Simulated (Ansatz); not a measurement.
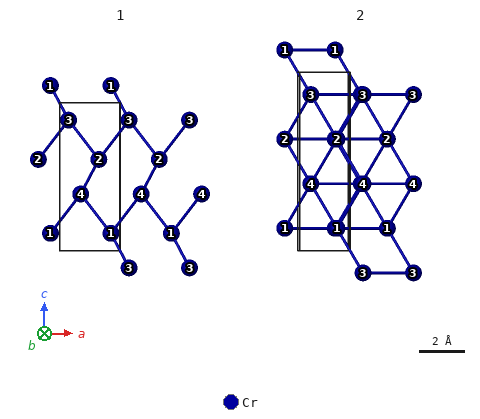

Two geometries of crystalline Cr (built on the iodine_64 type) (coarse preliminary run), drawn at one scale. One is the start of a relaxation, the other its converged end. A ball-and-stick model of the cell of the calculation, repeated 2 × 1 × 1 with one cell outlined, seen along the b axis.

The calculation used DFT PBE, scalar-relativistic, plane waves, PAW in Ansatz 0.2.0. Set-up: plane-wave cutoff 420 eV; k-point mesh 6 × 6 × 4; occupations gaussian; smearing width 0.1 eV; no spin polarisation; cell and atoms relaxed; force threshold 0.04 eV/Å; at most 70 steps.

**Which one is relaxed?**

Structure 2 is the relaxed one. Case: iodine type (Cmce, No. 64). After 10 accepted moves (12 points after the start) the energy has fallen by 3.661 eV per cell of the calculation. The largest force component goes from 1.1 to 0.00034 eV/Å. Pressure: −9.00 GPa at the start and −0.02 GPa at the end. At 2 points the geometry stayed and the basis and grid were re-selected for the new cell (energy shift of 58.7 meV per cell of the calculation at most each time). The largest moves relative to the cell, 0.29 Å, are those of Cr1, Cr2, Cr3 and Cr4. Cr1 goes roughly along [−1 1 0]. The drawn cell changes as follows: a = b 2.983 → 2.456 Å (−17.7 %), c 6.709 → 8.095 Å (+20.7 %), γ 66.9° → 70.7°; the volume changes by −16.1 %. Some distances before and after: Cr1–Cr3 1.854 → 2.472 Å, Cr1–Cr1 2.983 → 2.456 Å, Cr1–Cr3 (another image) 2.787 → 2.473 Å, Cr1–Cr4 2.427 → 2.473 Å. Bond angles that change, for instance: Cr4–Cr1–Cr4 85.3° → 70.1°, Cr3–Cr1–Cr4 169.5° → 180.0°, Cr3–Cr1–Cr4 105.2° → 109.9°. The space group (tolerance 0.01 Å) goes from Cmce (No. 64) to Fmmm (No. 69).
